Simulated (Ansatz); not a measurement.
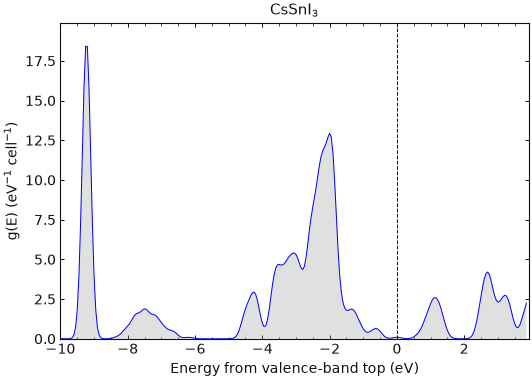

Density of states. Energies are counted from the top of the valence band. The curve is built from the levels of the k mesh with Gaussians 0.3 eV wide, which also blur the band edges.

This input was run:

```
crystal:
  lattice:
    - [6.428735426, 0.0, 0.0]
    - [0.0, 6.428735426, 0.0]
    - [0.0, 0.0, 6.1960768926]
  atoms:
    - { symbol: Cs, position: [0.0, 0.0, 0.0] }
    - { symbol: Sn, position: [0.5, 0.5, 0.5] }
    - { symbol: I, position: [0.5, 0.5, 0.0] }
    - { symbol: I, position: [0.5, 0.0, 0.5] }
    - { symbol: I, position: [0.0, 0.5, 0.5] }
kpoints:
  mp_grid: { grid: [4, 4, 4] }
  band_path:
    path: [[0.0, 0.0, 0.0], [0.0, 0.5, 0.0], [0.5, 0.5, 0.0], [0.5, 0.5, 0.5]]
    npoints: 1
hamiltonian:
  xc: r2scan
scf:
  occupations: { method: fixed }
  n_extra_bands: 5
output:
  forces: true
  stress: true
  eigenvalues: true
```

Run as:
```bash
ansatz run input.yaml --threads 2 --pin off --max-ram 18432MiB --backend cpu --events-out ev --progress --plain --runs-dir out
```

Q: Metal or insulator, going by the density of states?

A: There is a gap; over the k points computed it is 0.64 eV (direct among those points).

Q: How wide is the upper valence band?

A: The upper group of valence states starts about 4.6 eV under the valence-band top, with a gap beneath it; it holds about 18 electrons a cell.

Q: Where is the tallest peak of the filled states in the window?

A: Within the window shown, the tallest peak of the filled states lies 9.2 eV under the valence-band top, at about 18 states per eV and cell.

Spin-orbit coupling is left out, which matters for I.
